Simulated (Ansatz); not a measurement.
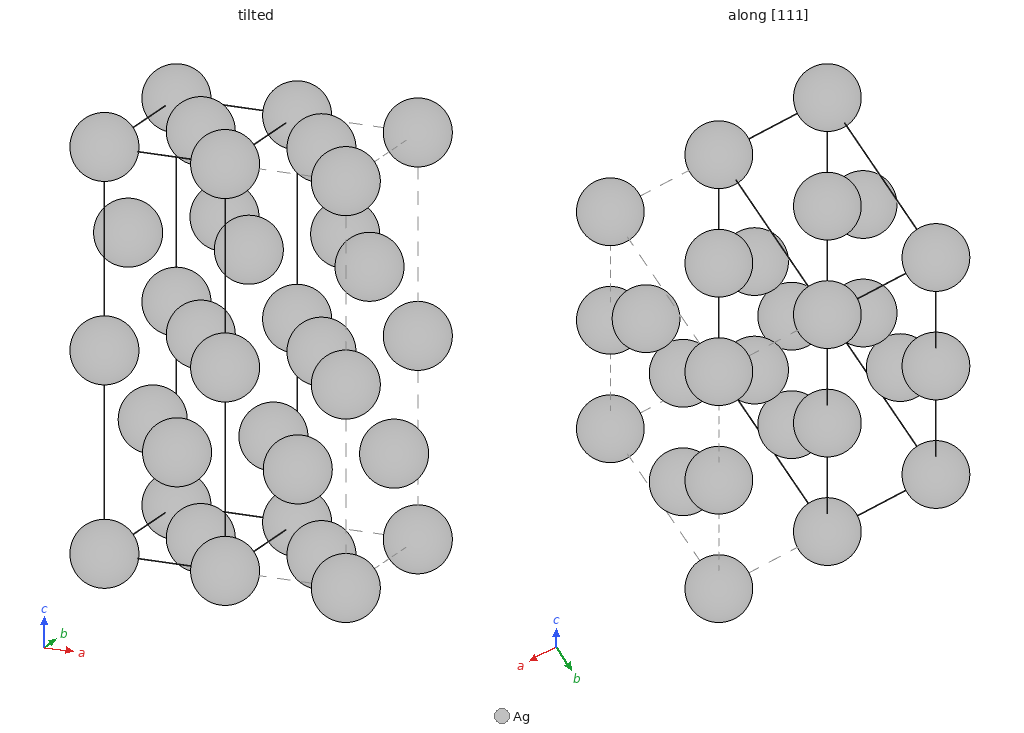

The crystal in a spheres-only representation, seen slightly off an axis and along [111]. One conventional unit cell is drawn solid; the view covers 2×1×1 cells.

- The element is silver.
- The lattice is base-centred monoclinic and the space group C2/c (No. 15).
- The cell holds eight atoms.
- The coordination shell of Ag holds twelve Ag.

It goes back to a structure listed in the Materials Project. The cell was then strained or its atoms displaced on purpose. The atoms were relaxed in a fixed cell with Ansatz 0.2.0, DFT PBEsol, scalar-relativistic, plane waves, PAW.
